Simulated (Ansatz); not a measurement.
## Zn15Se16 (charge −2): geometry relaxation (part 1 of 3)

The run: geometry relaxation of Zn15Se16 (defect cell, 31 atoms in the cell, total charge −2). Method and program: DFT PBEsol, scalar-relativistic, plane waves, PAW, no spin polarisation (Ansatz 0.2.0).

The structure derives from a Materials Project entry. It belongs to a series of runs on one base structure; here: Zn after trading places with the vacancy, charge -2, atoms relaxed.

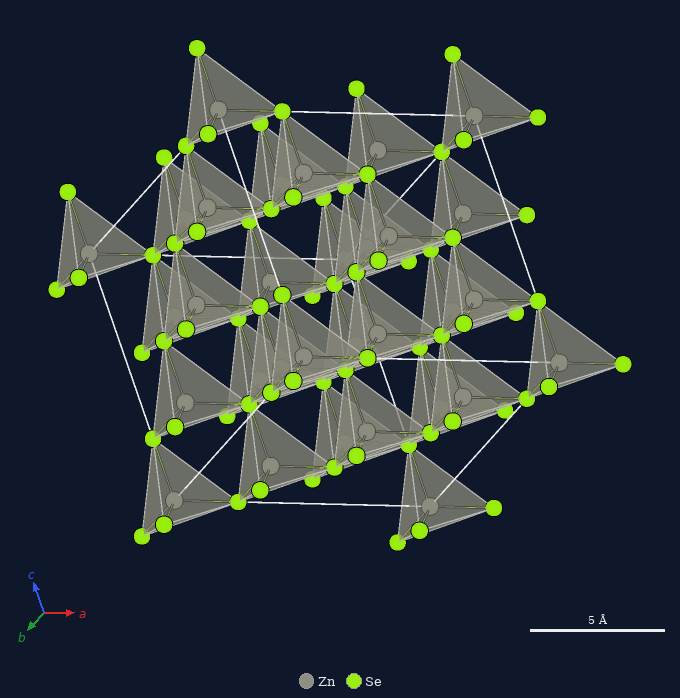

**Figure 1.** The starting structure (polyhedral view of the cell of the calculation, seen at an oblique angle; polyhedra are completed across the faces of the cell).

## Summary

```tsv
quantity	value
outcome	converged
electrons treated	438
free energy	−136006.1971 eV
Fermi energy	7.850 eV
gap on the k-point mesh	2.84 eV
final volume	715.05 Å³
largest force (length of the vector) at the end	0.014 eV/Å
hardware	8 threads of Intel Xeon @ 2.50GHz (Skylake/Cascade Lake), 192 GiB of memory available, shared host
wall time	62 s (CPU time 7.1 min)
peak memory	2.3 GiB
```

## Input file
```yaml
crystal:
  lattice:
    - [-5.6332473954, 5.6332473954, -5.6332473954]
    - [5.6332473954, 5.6332473954, 5.6332473954]
    - [5.6332473954, -5.6332473954, -5.6332473954]
  atoms:
    - { symbol: Zn, position: [0.0, 0.5, 0.5] }
    - { symbol: Zn, position: [0.5, 0.25, 0.25] }
    - { symbol: Zn, position: [0.75, 0.75, 0.5] }
    - { symbol: Zn, position: [0.25, 0.5, 0.25] }
    - { symbol: Zn, position: [0.5, 0.0, 0.5] }
    - { symbol: Zn, position: [0.0, 0.75, 0.25] }
    - { symbol: Zn, position: [0.75, 0.25, 0.0] }
    - { symbol: Zn, position: [0.5, 0.5, 0.0] }
    - { symbol: Zn, position: [0.75, 0.0, 0.25] }
    - { symbol: Zn, position: [0.0, 0.25, 0.75] }
    - { symbol: Zn, position: [0.25, 0.75, 0.0] }
    - { symbol: Zn, position: [0.0, 0.0, 0.0] }
    - { symbol: Zn, position: [0.75, 0.5, 0.75] }
    - { symbol: Zn, position: [0.5, 0.75, 0.75] }
    - { symbol: Zn, position: [0.25, 0.0, 0.75] }
    - { symbol: Se, position: [0.25, 0.25, 0.75] }
    - { symbol: Se, position: [0.0, 0.5, 0.75] }
    - { symbol: Se, position: [0.5, 0.25, 0.5] }
    - { symbol: Se, position: [0.75, 0.75, 0.75] }
    - { symbol: Se, position: [0.25, 0.5, 0.5] }
    - { symbol: Se, position: [0.5, 0.0, 0.75] }
    - { symbol: Se, position: [0.0, 0.75, 0.5] }
    - { symbol: Se, position: [0.75, 0.25, 0.25] }
    - { symbol: Se, position: [0.5, 0.5, 0.25] }
    - { symbol: Se, position: [0.75, 0.0, 0.5] }
    - { symbol: Se, position: [0.0, 0.25, 0.0] }
    - { symbol: Se, position: [0.25, 0.75, 0.25] }
    - { symbol: Se, position: [0.0, 0.0, 0.25] }
    - { symbol: Se, position: [0.75, 0.5, 0.0] }
    - { symbol: Se, position: [0.5, 0.75, 0.0] }
    - { symbol: Se, position: [0.25, 0.0, 0.0] }
total_charge: -2
basis:
  ecutwfc: 420
  xc_grid: 2
kpoints:
  mp_grid: { grid: [2, 2, 2], shift: [0.5, 0.5, 0.5] }
hamiltonian:
  xc: pbesol
scf:
  occupations: { method: gaussian, width: 0.02 }
output:
  forces: true
  stress: false
  eigenvalues: true
  write_density: true
  write_potential: true
  elf: true
  volumetric_format: npy
relax:
  adjacent_minimum: "off"
  f_tol: 0.02
  max_steps: 60
```

Command:
```bash
ansatz run input.yaml --threads 8 --pin off --max-ram 20480MiB --backend cpu --events-out ev --progress --plain --runs-dir out
```

## The program's output
```
Engine: ansatz 0.2.0, x86_64-unknown-linux-gnu
Pseudopotentials: kind: paw
Pseudopotential: Zn, paw, valence charge 12, recommended cutoff 420 eV (normal), Zn.paw.azcp
Pseudopotential: Se, paw, valence charge 16, recommended cutoff 420 eV (normal), Se.paw.azcp
Functional definition: PBEsol
  exchange = pbesol_x
  correlation = pbesol_c
Crystal: 31 atoms, lattice volume = 715.050 Å³
Basis set: ecut = 420 eV, 14027 PW (Γ), exchange–correlation on 144×144×144 points (8 copies of the dense FFT grid, shifted against one another)
Bands: 263, of which v1, the nominal top of the filled ones, is band 219 counted from 1 (218 counted from 0)
Symmetry: 24 space group operations
Space group: I-43m (ITA 217), of the structure as read, at distance tolerance 8.9e-5 Å
k-points: 2 of 8 (time reversal used)
Non-local potential: Zn, projectors of the file, l = 0: 2, l = 1: 2, l = 2: 3, l = 3: 1
Non-local potential: Se, projectors of the file, l = 0: 2, l = 1: 2, l = 2: 3, l = 3: 1
PAW form: soft (Blöchl's): semilocal exchange-correlation on the pseudo side does not see the compensation charge
PAW frozen core: Zn, regenerated for the run's functional, and the local potential with it (the file was generated under x = pbe(κ = 0.804, μ = 0.2195149727645171), c = pbe(β = 0.06672455060314922))
PAW frozen core: Se, regenerated for the run's functional, and the local potential with it (the file was generated under x = pbe(κ = 0.804, μ = 0.2195149727645171), c = pbe(β = 0.06672455060314922))
PAW one-centre angular grid: Zn, 590 points (default); XC on 64 Gauss nodes
PAW one-centre angular grid: Se, 590 points (default); XC on 64 Gauss nodes
Initial density: superposition of atomic densities (neutral atoms scaled as one to the charged cell's electrons: chi_scale 0, normalization atom), corrected by the library's trained network
Initial wavefunctions: pseudopotential atomic-orbital guess
Functional: x = pbesol(κ = 0.804, μ = 0.12345679012345678), c = pbesol(β = 0.046)
SCF iter   1: F=—  HF=-136007.076561 eV  |F-HF|=—  |Δ(HF+E_count)|=         —  Δρ=2.39e-2  dr2=3.02e0  ethr=1.77e-3  ⟨swp⟩=6.0  Hψ=2052  notcnv=0  defer=5
preconditioner: auto → Resta (q_TF=auto, 2.514 Å⁻¹)  ε∞=5.8  [insulator: Δε(μ)=2.674 eV  Ē_g=10.582 eV  σ=0.020 eV  W_gap=1.00  n_scr=200 (ndim 8)  ℏωp=23.2 eV  f_vac=0.118  D(μ)=0.00/eV (n_scr^D=0)  ε∞_Penn≈5.8]
SCF iter   2: F=—  HF=-136006.136700 eV  |F-HF|=—  |Δ(HF+E_count)|=   9.40e-1  Δρ=6.37e-3  dr2=3.76e-1  ethr=6.89e-4  ⟨swp⟩=2.0  Hψ=865  notcnv=0  defer=75
SCF iter   3: F=—  HF=-136005.921952 eV  |F-HF|=—  |Δ(HF+E_count)|=   2.15e-1  Δρ=5.15e-3  dr2=2.05e-1  ethr=8.58e-5  ⟨swp⟩=2.0  Hψ=710  notcnv=0  defer=75
SCF iter   4: F=—  HF=-136005.842543 eV  |F-HF|=—  |Δ(HF+E_count)|=   7.94e-2  Δρ=1.71e-3  dr2=1.59e-2  ethr=4.69e-5  ⟨swp⟩=2.0  Hψ=737  notcnv=0  defer=75
SCF iter   5: F=—  HF=-136005.846094 eV  |F-HF|=—  |Δ(HF+E_count)|=   3.55e-3  Δρ=5.60e-4  dr2=1.94e-3  ethr=3.63e-6  ⟨swp⟩=2.0  Hψ=897  notcnv=0  defer=75
SCF iter   6: F=—  HF=-136005.846413 eV  |F-HF|=—  |Δ(HF+E_count)|=   3.20e-4  Δρ=1.58e-4  dr2=2.53e-4  ethr=4.43e-7  ⟨swp⟩=2.0  Hψ=889  notcnv=0  defer=75
SCF iter   7: F=—  HF=-136005.846712 eV  |F-HF|=—  |Δ(HF+E_count)|=   2.98e-4  Δρ=1.86e-4  dr2=1.62e-4  ethr=5.77e-8  ⟨swp⟩=2.0  Hψ=889  notcnv=0  defer=75
SCF iter   8: F=—  HF=-136005.846656 eV  |F-HF|=—  |Δ(HF+E_count)|=   5.61e-5  Δρ=4.78e-5  dr2=1.78e-5  ethr=3.70e-8  ⟨swp⟩=2.0  Hψ=697  notcnv=0  defer=75
SCF iter   9: F=-136005.846660 eV  HF=-136005.846659 eV  |F-HF|=6.07e-7  |Δ(HF+E_count)|=   3.44e-6  Δρ=1.20e-5  dr2=6.97e-7  ethr=2.28e-9  ⟨swp⟩=16.0  Hψ=5713  notcnv=0
SCF 1 converged in 9 iterations: F = -136005.846660 eV  dr2 = 6.97e-7
  greatest PAW one-centre occupation: 1.000 electrons in one spin orbital (limit 2), on the Se atom at site 16 (counted from 0), in its partial waves of l = 2
relax step   1: F+E_penalty+E_count = -136005.84665981 eV  Δ(F+E_penalty+E_count) = +0.000e0 eV  max|allowed force component| = 3.814e-1 eV/Å  Δτ_max = 0.0000 Å  (9 SCF iters, dr2 threshold 1.00e-5 eV, accepted)
Initial density: handed on by an earlier stage of this run
Initial wavefunctions: those handed on with the density
iter 1 solved again at ethr=1.05e-4 eV; its pass at ethr=3.10e-3 eV (dr2=4.58e-1 eV) is discarded
SCF iter   1: F=—  HF=-136006.314943 eV  |F-HF|=—  |Δ(HF+E_count)|=         —  Δρ=8.12e-3  dr2=4.63e-1  ethr=1.05e-4  ⟨swp⟩=1.0  Hψ=1693  notcnv=0  defer=75
preconditioner: auto → Resta (q_TF=auto, 2.514 Å⁻¹)  ε∞=5.5  [insulator: Δε(μ)=2.653 eV  Ē_g=10.937 eV  σ=0.020 eV  W_gap=1.00  n_scr=200 (ndim 8)  ℏωp=23.2 eV  f_vac=0.093  D(μ)=0.00/eV (n_scr^D=0)  ε∞_Penn≈5.5]
SCF iter   2: F=—  HF=-136006.181390 eV  |F-HF|=—  |Δ(HF+E_count)|=   1.34e-1  Δρ=3.80e-3  dr2=8.97e-2  ethr=1.05e-4  ⟨swp⟩=2.0  Hψ=766  notcnv=0  defer=75
SCF iter   3: F=—  HF=-136006.155091 eV  |F-HF|=—  |Δ(HF+E_count)|=   2.63e-2  Δρ=1.03e-3  dr2=6.78e-3  ethr=2.05e-5  ⟨swp⟩=2.5  Hψ=783  notcnv=0  defer=75
SCF iter   4: F=—  HF=-136006.154217 eV  |F-HF|=—  |Δ(HF+E_count)|=   8.74e-4  Δρ=5.60e-4  dr2=2.46e-3  ethr=1.55e-6  ⟨swp⟩=2.0  Hψ=778  notcnv=0  defer=75
SCF iter   5: F=—  HF=-136006.154060 eV  |F-HF|=—  |Δ(HF+E_count)|=   1.57e-4  Δρ=2.34e-4  dr2=5.66e-4  ethr=5.62e-7  ⟨swp⟩=2.0  Hψ=804  notcnv=0  defer=75
SCF iter   6: F=—  HF=-136006.153936 eV  |F-HF|=—  |Δ(HF+E_count)|=   1.24e-4  Δρ=7.00e-5  dr2=8.01e-5  ethr=1.29e-7  ⟨swp⟩=2.0  Hψ=769  notcnv=0  defer=75
SCF iter   7: F=-136006.153954 eV  HF=-136006.153953 eV  |F-HF|=6.45e-7  |Δ(HF+E_count)|=   1.71e-5  Δρ=2.46e-5  dr2=7.36e-6  ethr=2.08e-9  ⟨swp⟩=14.0  Hψ=4414  notcnv=0
SCF 2 converged in 7 iterations: F = -136006.153954 eV  dr2 = 7.36e-6
  greatest PAW one-centre occupation: 1.000 electrons in one spin orbital (limit 2), on the Se atom at site 15 (counted from 0), in its partial waves of l = 2
relax step   2: F+E_penalty+E_count = -136006.15395372 eV  Δ(F+E_penalty+E_count) = -3.073e-1 eV  max|allowed force component| = 1.914e-1 eV/Å  Δτ_max = 0.1329 Å  (7 SCF iters, dr2 threshold 9.09e-6 eV, accepted)
SCF iter   1: F=—  HF=-136006.207983 eV  |F-HF|=—  |Δ(HF+E_count)|=         —  Δρ=2.68e-3  dr2=3.74e-2  ethr=1.43e-4  ⟨swp⟩=4.0  Hψ=1084  notcnv=0  defer=75
preconditioner: auto → Resta (q_TF=auto, 2.514 Å⁻¹)  ε∞=5.5  [insulator: Δε(μ)=2.812 eV  Ē_g=10.915 eV  σ=0.020 eV  W_gap=1.00  n_scr=200 (ndim 8)  ℏωp=23.2 eV  f_vac=0.092  D(μ)=0.00/eV (n_scr^D=0)  ε∞_Penn≈5.5]
SCF iter   2: F=—  HF=-136006.197542 eV  |F-HF|=—  |Δ(HF+E_count)|=   1.04e-2  Δρ=1.31e-3  dr2=8.59e-3  ethr=8.54e-6  ⟨swp⟩=2.0  Hψ=652  notcnv=0  defer=75
SCF iter   3: F=—  HF=-136006.195209 eV  |F-HF|=—  |Δ(HF+E_count)|=   2.33e-3  Δρ=2.92e-4  dr2=7.42e-4  ethr=1.96e-6  ⟨swp⟩=2.0  Hψ=782  notcnv=0  defer=75
SCF iter   4: F=—  HF=-136006.195424 eV  |F-HF|=—  |Δ(HF+E_count)|=   2.16e-4  Δρ=2.20e-4  dr2=3.35e-4  ethr=1.69e-7  ⟨swp⟩=2.0  Hψ=697  notcnv=0  defer=75
SCF iter   5: F=—  HF=-136006.195312 eV  |F-HF|=—  |Δ(HF+E_count)|=   1.12e-4  Δρ=5.16e-5  dr2=3.65e-5  ethr=7.65e-8  ⟨swp⟩=2.0  Hψ=697  notcnv=0  defer=75
SCF iter   6: F=—  HF=-136006.195310 eV  |F-HF|=—  |Δ(HF+E_count)|=   2.22e-6  Δρ=2.11e-5  dr2=5.53e-6  ethr=8.33e-9  ⟨swp⟩=2.0  Hψ=769  notcnv=0  defer=75
SCF iter   7: F=-136006.195312 eV  HF=-136006.195312 eV  |F-HF|=2.04e-7  |Δ(HF+E_count)|=   2.26e-6  Δρ=8.12e-6  dr2=5.46e-7  ethr=5.23e-10  ⟨swp⟩=14.5  Hψ=4891  notcnv=0
SCF 3 converged in 7 iterations: F = -136006.195312 eV  dr2 = 5.46e-7
  greatest PAW one-centre occupation: 1.000 electrons in one spin orbital (limit 2), on the Se atom at site 17 (counted from 0), in its partial waves of l = 2
relax step   3: F+E_penalty+E_count = -136006.19531216 eV  Δ(F+E_penalty+E_count) = -4.136e-2 eV  max|allowed force component| = 2.499e-2 eV/Å  Δτ_max = 0.0360 Å  (7 SCF iters, dr2 threshold 2.29e-6 eV, accepted)
SCF iter   1: F=—  HF=-136006.198040 eV  |F-HF|=—  |Δ(HF+E_count)|=         —  Δρ=7.82e-4  dr2=3.19e-3  ethr=6.46e-6  ⟨swp⟩=3.0  Hψ=926  notcnv=0  defer=75
preconditioner: auto → Resta (q_TF=auto, 2.514 Å⁻¹)  ε∞=5.5  [insulator: Δε(μ)=2.837 eV  Ē_g=10.914 eV  σ=0.020 eV  W_gap=1.00  n_scr=200 (ndim 8)  ℏωp=23.2 eV  f_vac=0.093  D(μ)=0.00/eV (n_scr^D=0)  ε∞_Penn≈5.5]
SCF iter   2: F=—  HF=-136006.197040 eV  |F-HF|=—  |Δ(HF+E_count)|=   1.00e-3  Δρ=3.62e-4  dr2=6.08e-4  ethr=7.28e-7  ⟨swp⟩=2.0  Hψ=666  notcnv=0  defer=75
SCF iter   3: F=—  HF=-136006.196842 eV  |F-HF|=—  |Δ(HF+E_count)|=   1.97e-4  Δρ=5.37e-5  dr2=1.64e-5  ethr=1.39e-7  ⟨swp⟩=2.0  Hψ=889  notcnv=0  defer=75
SCF iter   4: F=—  HF=-136006.197107 eV  |F-HF|=—  |Δ(HF+E_count)|=   2.65e-4  Δρ=5.69e-5  dr2=1.38e-5  ethr=3.75e-9  ⟨swp⟩=2.0  Hψ=769  notcnv=0  defer=75
SCF iter   5: F=—  HF=-136006.197099 eV  |F-HF|=—  |Δ(HF+E_count)|=   8.18e-6  Δρ=6.11e-6  dr2=3.39e-7  ethr=3.16e-9  ⟨swp⟩=2.0  Hψ=697  notcnv=0  defer=75
SCF iter   6: F=-136006.197099 eV  HF=-136006.197099 eV  |F-HF|=6.87e-8  |Δ(HF+E_count)|=   3.64e-8  Δρ=2.74e-6  dr2=8.31e-8  ethr=2.28e-11  ⟨swp⟩=14.5  Hψ=4443  notcnv=0
SCF 4 converged in 6 iterations: F = -136006.197099 eV  dr2 = 8.31e-8
relax step   4: F+E_penalty+E_count = -136006.19709879 eV  Δ(F+E_penalty+E_count) = -1.787e-3 eV  max|allowed force component| = 8.712e-3 eV/Å  Δτ_max = 0.0078 Å  (6 SCF iters, accepted)
```

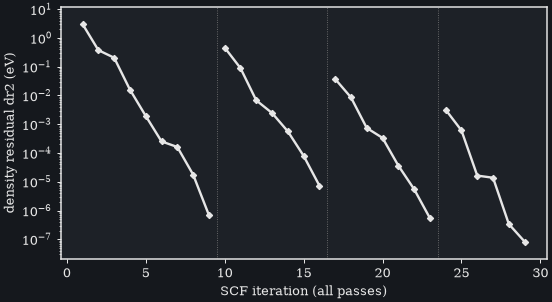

**Figure 2.** Convergence of the self-consistent field: density residual dr2 against the SCF iteration. The dotted lines part the SCF passes of the relaxation: geometry steps, rejected trials and re-solves on a re-selected basis. The passes take 9, 7, 7 and 6 iterations.

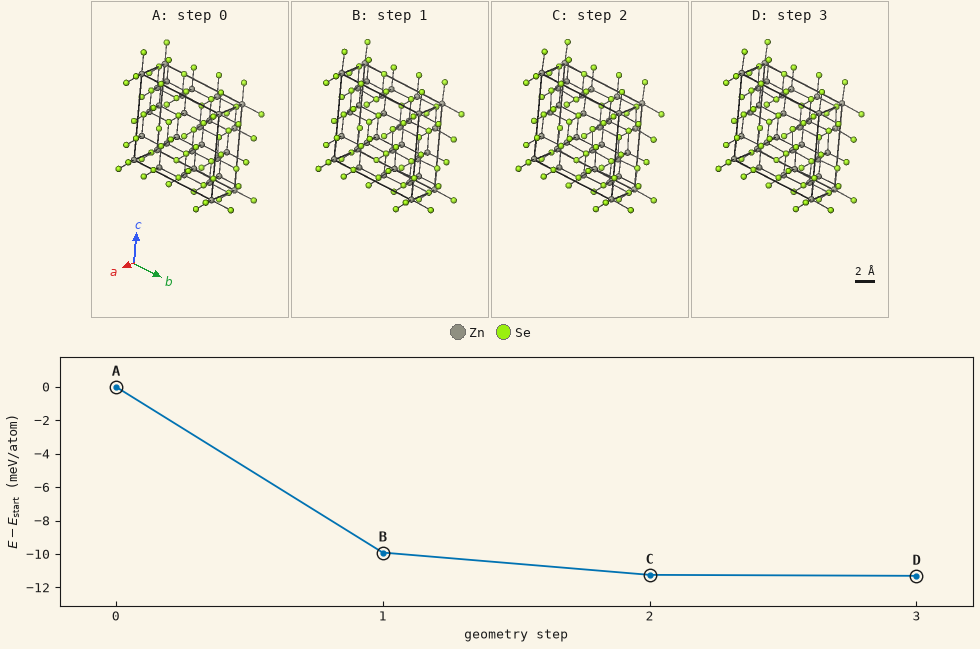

**Figure 3.** Frames of the relaxation (ball-and-stick view of the cell of the calculation, with bonded neighbours outside it, seen slightly off an axis) above the curves, on which the letters mark them (the first geometry is step 0 here and step 1 in the log).

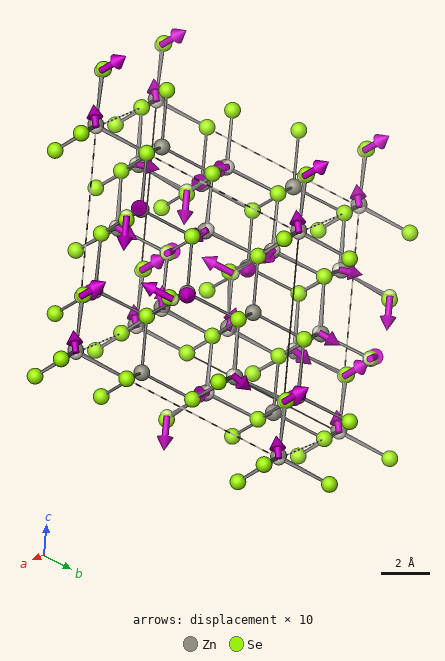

**Figure 4.** Start (faint) and end (solid) with the displacements as pink arrows, magnified 10 times (ball-and-stick view of the cell of the calculation, with bonded neighbours outside it, seen slightly off an axis). The energy falls by 11.3 meV per atom in 3 geometry steps. Largest force component: 0.38 eV/Å at the start, 0.0087 eV/Å at the end. The largest moves, 0.15 Å, are those of Se16, Se18, Se20 and Se28. By element the largest moves are Se 0.15 Å, Zn 0.11 Å. The cell doesn't change. Distances before and after: Zn10–Se16 2.439 → 2.394 Å, Zn10–Se17 2.439 → 2.479 Å, Zn10–Se26 2.439 → 2.460 Å, Zn11–Se17 2.439 → 2.446 Å. Among the angles that change: Se18–Zn2–Se23 109.5° → 115.8°, Zn6–Se28–Zn9 109.5° → 105.1°, Se24–Zn2–Se31 109.5° → 106.2°. (Atoms are counted from 1 in the order of the input.)

```
SCF converged after 6 iterations
Free energy (F): -136006.197099 eV
Harris-Foulkes:  -136006.197099 eV  (|F-HF|=6.87e-8)
Internal energy: -136006.197099 eV  (E = F + TS)
E sigma→0 (E₀):  -136006.197099 eV
Fermi energy:    7.849671 eV
--- Per-component energies (eV) ---
  E_band       = -6212.133537
  E_kinetic    = 3891.196029
  E_local      = -68738.253823  (includes V_loc(G=0)·N_el)
  E_nonlocal   = -252.159504
  E_hartree    = 31859.778857
  E_xc         = -3706.587275
  E_vxc        = -2380.669939  (∫ρ·V_xc dr)
  E_paw        = -56747.171920  (= ΣΔE_a)
  E_vpaw       = -2451.807802  (= ΣTr[D̂ρ^β])
  E_aug_tail   = -0.014526  (compensation charges beyond the density's cutoff)
  E_ewald      = -42341.080467
  E_core_change = 28.095531  (= ΣΔE_core)
  E_smearing   = -0.000000  (= −TS)
  E_closure    = -0.000000  (closes the sum)
  E_deformation_potential = -24.745869  (in the stress; not in F)
  Σ components = -136006.197099   (vs F -136006.197099, Δ=0.00e0)
--- Forces (eV/Å), atoms counted from 1 ---
  atom   1  Zn     0.00871232     0.00555203     0.00871232
  atom   2  Zn    -0.00871232     0.00871232    -0.00555203
  atom   3  Zn    -0.00000000    -0.00000000     0.00000000
  atom   4  Zn     0.00555203     0.00871232     0.00871232
  atom   5  Zn    -0.00871232     0.00555203    -0.00871232
  atom   6  Zn    -0.00871232    -0.00871232     0.00555203
  atom   7  Zn    -0.00000000     0.00000000     0.00000000
  atom   8  Zn     0.00871232    -0.00555203    -0.00871232
  atom   9  Zn    -0.00555203    -0.00871232     0.00871232
  atom  10  Zn     0.00871232    -0.00871232    -0.00555203
  atom  11  Zn    -0.00000000     0.00000000    -0.00000000
  atom  12  Zn    -0.00871232    -0.00555203     0.00871232
  atom  13  Zn    -0.00555203     0.00871232    -0.00871232
  atom  14  Zn     0.00871232     0.00871232     0.00555203
  atom  15  Zn     0.00555203    -0.00871232    -0.00871232
  atom  16  Se    -0.00497734     0.00497734     0.00497734
  atom  17  Se     0.00818800    -0.00757080     0.00757080
  atom  18  Se     0.00497734    -0.00497734     0.00497734
  atom  19  Se     0.00757080     0.00818800    -0.00757080
  atom  20  Se    -0.00497734    -0.00497734    -0.00497734
  atom  21  Se    -0.00757080    -0.00757080    -0.00818800
  atom  22  Se    -0.00757080    -0.00818800    -0.00757080
  atom  23  Se     0.00757080    -0.00757080     0.00818800
  atom  24  Se    -0.00757080     0.00818800     0.00757080
  atom  25  Se     0.00757080    -0.00818800     0.00757080
  atom  26  Se    -0.00757080     0.00757080     0.00818800
  atom  27  Se    -0.00818800    -0.00757080    -0.00757080
  atom  28  Se     0.00497734     0.00497734    -0.00497734
  atom  29  Se     0.00757080     0.00757080    -0.00818800
  atom  30  Se     0.00818800     0.00757080    -0.00757080
  atom  31  Se    -0.00818800     0.00757080     0.00757080
  max |Σ_I F_I| component: 1.21e-17 eV/Å
--- Band table (eV) ---
```
